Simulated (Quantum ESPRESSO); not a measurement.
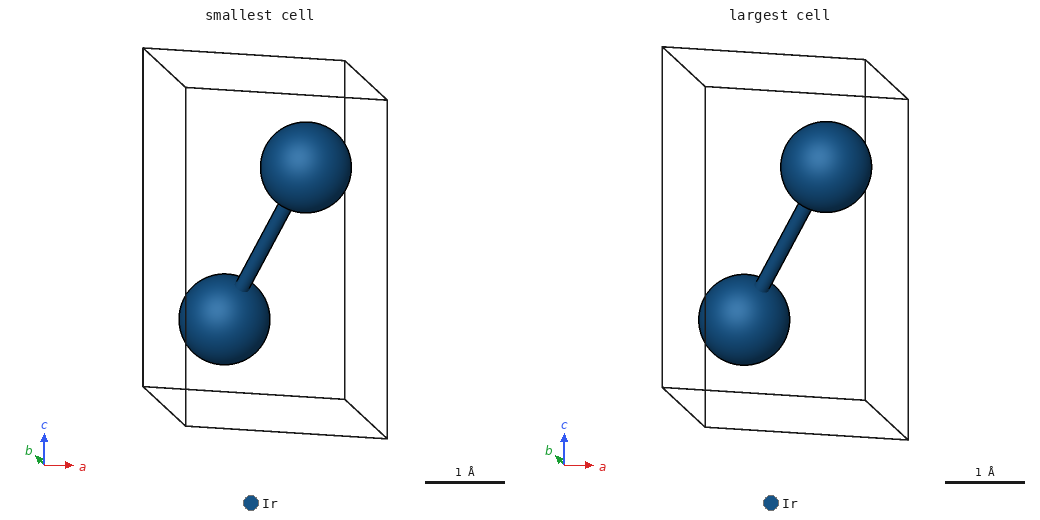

Ir, hexagonal close-packed (Mg type), space group P6₃/mmc (No. 194), relaxed (cell and atoms, zero pressure) with five choices of dispersion term on top of PBEsol; the smallest and the largest of the relaxed conventional cells are drawn to one scale (sticks follow a distance rule). The start was a structure listed in the Materials Project. This isn't the form of Ir at room conditions, which is fcc.

Alike in all runs: Quantum ESPRESSO 7.5; functional PBEsol; potentials GBRV 1.5 PBEsol; cutoff 612 eV; k mesh 11 × 11 × 6 on the run's cell of 2 atoms; occupations fermi-dirac, width 0.05 eV; no spin polarisation; no spin-orbit coupling. All runs are metallic.

| level | volume (Å³/atom) | a (Å) | c (Å) |
| --- | --- | --- | --- |
| D3(BJ) | 13.90 | 2.706 | 4.386 |
| D4 | 13.92 | 2.707 | 4.388 |
| none | 14.12 | 2.720 | 4.408 |
| D3 | 13.91 | 2.706 | 4.387 |
| rVV10 | ? | ? | ? |

Fill in the row of rVV10.

Volume 13.87 Å³/atom; a 2.703 Å; c 4.383 Å. That is the smallest volume of all.

Order the levels by the relaxed volume, smallest first.

rVV10 (13.87 Å³/atom), D3(BJ) (13.90 Å³/atom), D3 (13.91 Å³/atom), D4 (13.92 Å³/atom), none (14.12 Å³/atom). Rows within a few tenths of a per cent can't be told apart.

Caveat: pairwise dispersion terms can overbind metals strongly; spin-orbit coupling is left out, which matters for Ir, if less for volumes and forces than for levels.
